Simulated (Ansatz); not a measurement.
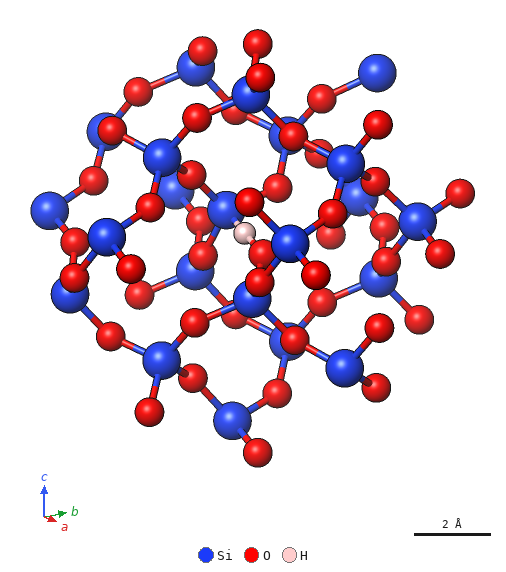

This is the input geometry for a relaxation of a defect cell of composition Si$_{54}$O$_{108}$H (cell charge −1). A ball-and-stick model of the atoms within 5.8 Å of the atom that moves most (axes of the cell of the calculation (origin shifted)), seen slightly off an axis.

Level of theory: DFT, PBEsol, PAW, plane waves in Ansatz 0.2.0.

Set-up: plane-wave cutoff 420 eV; k-point mesh 1 × 1 × 1; mesh shifted by (0.25, 0.25, 0.25); no spin polarisation; atoms relaxed in a fixed cell; force threshold 0.03 eV/Å; at most 80 steps.

```
CELL_PARAMETERS angstrom
14.85246 0.00000 0.00000
-7.42623 12.86261 0.00000
0.00000 0.00000 10.88588
ATOMIC_POSITIONS crystal
Si 0.15646 0.99893 0.16640
Si 0.15574 0.99913 0.66652
Si 0.15480 0.33503 0.16546
Si 0.16031 0.33394 0.66630
Si 0.15441 0.66477 0.16636
Si 0.15937 0.66725 0.66691
Si 0.48967 0.99919 0.16732
Si 0.49149 0.00178 0.66556
Si 0.48982 0.33265 0.17106
Si 0.49025 0.33361 0.66748
Si 0.49001 0.66579 0.16713
Si 0.48952 0.66484 0.67082
Si 0.82301 0.00064 0.16859
Si 0.82497 0.00288 0.66846
Si 0.82306 0.33300 0.17009
Si 0.82451 0.33595 0.66991
Si 0.82407 0.66420 0.16743
Si 0.82359 0.66721 0.66694
Si 0.00122 0.15678 0.33222
Si 0.00376 0.15726 0.83267
Si 0.00096 0.48926 0.33474
Si 0.99999 0.49080 0.83244
Si 0.00395 0.82222 0.33263
Si 0.00320 0.82470 0.83227
Si 0.33606 0.16062 0.32933
Si 0.33445 0.15635 0.83246
Si 0.33357 0.49104 0.33560
Si 0.33626 0.49172 0.83456
Si 0.33437 0.82592 0.32819
Si 0.33364 0.82304 0.83404
Si 0.66711 0.15671 0.33186
Si 0.67025 0.15897 0.83555
Si 0.66980 0.49011 0.33397
Si 0.66646 0.48814 0.83340
Si 0.66649 0.82439 0.33248
Si 0.66671 0.82064 0.83526
Si 0.17839 0.17668 0.99845
Si 0.17889 0.17771 0.49992
Si 0.17439 0.50827 0.00201
Si 0.17481 0.50983 0.49934
Si 0.17682 0.84238 0.99657
Si 0.17812 0.84435 0.49905
Si 0.50922 0.17772 0.00055
Si 0.51148 0.17860 0.50062
Si 0.50936 0.51025 0.00046
Si 0.48491 0.50515 0.51225
Si 0.51082 0.84302 0.00197
Si 0.50890 0.84413 0.49742
Si 0.84293 0.17812 0.00023
Si 0.84229 0.17582 0.49954
Si 0.84431 0.51220 0.99899
Si 0.84533 0.51138 0.49919
Si 0.84344 0.84234 0.99866
Si 0.84368 0.84721 0.50223
O 0.13589 0.08594 0.10879
O 0.13667 0.08807 0.60405
O 0.13584 0.42008 0.10578
O 0.13779 0.42284 0.60837
O 0.13788 0.75475 0.10584
O 0.13886 0.75445 0.60712
O 0.46896 0.08636 0.10708
O 0.47112 0.08844 0.60933
O 0.47023 0.42375 0.11048
O 0.47004 0.42030 0.60794
O 0.47394 0.75341 0.10667
O 0.47011 0.75678 0.60924
O 0.80606 0.08995 0.10679
O 0.80082 0.08844 0.61052
O 0.80513 0.42398 0.10434
O 0.80499 0.42230 0.60657
O 0.80663 0.75532 0.10227
O 0.80248 0.75449 0.60603
O 0.24512 0.05098 0.27238
O 0.24411 0.04688 0.77664
O 0.24662 0.38366 0.27649
O 0.24436 0.38140 0.77312
O 0.24436 0.71864 0.27509
O 0.24294 0.71331 0.77536
O 0.57438 0.04729 0.27226
O 0.57892 0.04911 0.77050
O 0.57673 0.38090 0.27311
O 0.58135 0.38465 0.77485
O 0.57844 0.71537 0.27288
O 0.57782 0.71450 0.77086
O 0.91002 0.04763 0.27800
O 0.91018 0.04856 0.77328
O 0.91285 0.38231 0.27314
O 0.91284 0.38533 0.77629
O 0.91227 0.71595 0.27530
O 0.90931 0.71361 0.77234
O 0.28530 0.19681 0.44106
O 0.28460 0.19446 0.93785
O 0.28238 0.52867 0.44182
O 0.28633 0.52811 0.94268
O 0.28454 0.86005 0.43932
O 0.28273 0.85993 0.93956
O 0.61821 0.19438 0.44114
O 0.62043 0.19503 0.93623
O 0.63570 0.53412 0.42988
O 0.61654 0.52865 0.94067
O 0.61752 0.86165 0.44154
O 0.61593 0.86213 0.94098
O 0.95332 0.19578 0.43978
O 0.95260 0.19722 0.94174
O 0.95274 0.53080 0.44043
O 0.95153 0.52658 0.94275
O 0.94763 0.85968 0.44164
O 0.95413 0.86358 0.93784
O 0.08789 0.13609 0.39184
O 0.08653 0.13598 0.89039
O 0.08888 0.47154 0.39044
O 0.08954 0.46964 0.89131
O 0.08854 0.80234 0.38944
O 0.08969 0.80473 0.89538
O 0.42099 0.13427 0.39002
O 0.42352 0.13622 0.88914
O 0.42254 0.47163 0.39298
O 0.42157 0.47093 0.89405
O 0.42412 0.80740 0.39391
O 0.41957 0.80359 0.89092
O 0.75598 0.13912 0.39191
O 0.75544 0.13454 0.89334
O 0.75676 0.47076 0.39376
O 0.75649 0.47254 0.89450
O 0.75509 0.80425 0.39354
O 0.75628 0.80614 0.89355
O 0.04837 0.24425 0.22380
O 0.05093 0.24597 0.72678
O 0.04826 0.57796 0.22886
O 0.05177 0.58080 0.72513
O 0.04947 0.91187 0.22480
O 0.04746 0.91095 0.73161
O 0.38259 0.24689 0.22202
O 0.38533 0.24952 0.72598
O 0.38224 0.57561 0.22621
O 0.38110 0.57642 0.72532
O 0.38392 0.90822 0.22833
O 0.38213 0.91069 0.72824
O 0.71411 0.24473 0.22735
O 0.71621 0.24600 0.72665
O 0.71997 0.57984 0.22846
O 0.71403 0.57867 0.72598
O 0.71514 0.90938 0.22756
O 0.71345 0.90919 0.72786
O 0.19349 0.28401 0.06070
O 0.19706 0.28516 0.56094
O 0.19794 0.61820 0.06146
O 0.19574 0.61540 0.56029
O 0.19596 0.95170 0.06290
O 0.19440 0.95140 0.56039
O 0.52843 0.28328 0.05993
O 0.53081 0.28461 0.56099
O 0.53096 0.61826 0.05540
O 0.53004 0.61962 0.55769
O 0.52814 0.94935 0.06019
O 0.52680 0.94980 0.55906
O 0.86199 0.28379 0.05890
O 0.86415 0.28604 0.56372
O 0.86199 0.61764 0.06099
O 0.86035 0.61640 0.56010
O 0.86499 0.95397 0.06202
O 0.86340 0.95043 0.55917
H 0.56309 0.51826 0.46865
```

Q: Where does the relaxation end?

A: The atom that moves furthest is H163 (1.94 Å roughly along [0 1 3]). Largest moves by element: H 1.94 Å, O 0.55 Å, Si 0.43 Å. The lattice vectors keep their values. Among the contacts that change: O99–H163 1.069 → 2.335 Å, Si46–O99 2.245 → 1.683 Å, Si46–H163 1.177 → 1.520 Å, Si46–O117 1.527 → 1.753 Å. New bonds form, among them: Si46–O99 (2.25 → 1.68 Å). Bonds break, among them: O99–H163 (1.07 → 2.34 Å). Bond angles that change, for instance: O117–Si46–H163 95.7° → 172.6°, O64–Si46–O117 119.1° → 89.3°, Si10–O64–Si46 155.8° → 128.2°. After 50 geometry steps the energy has fallen by 12.350 eV per cell of the calculation. Largest force component: 8.3 eV/Å at the start, 0.03 eV/Å at the end. The run took 2.4 min on 1 × NVIDIA GB300 Max-Q with 8 threads of Arm Neoverse-V2, peak memory 2.4 GiB.

After the run, drawn alike:

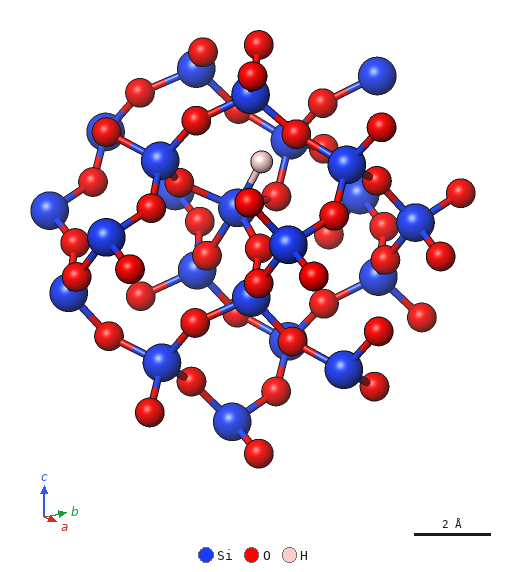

Limits of the set-up: the cell is charged, on a uniform background, and energies carry no finite-size correction.
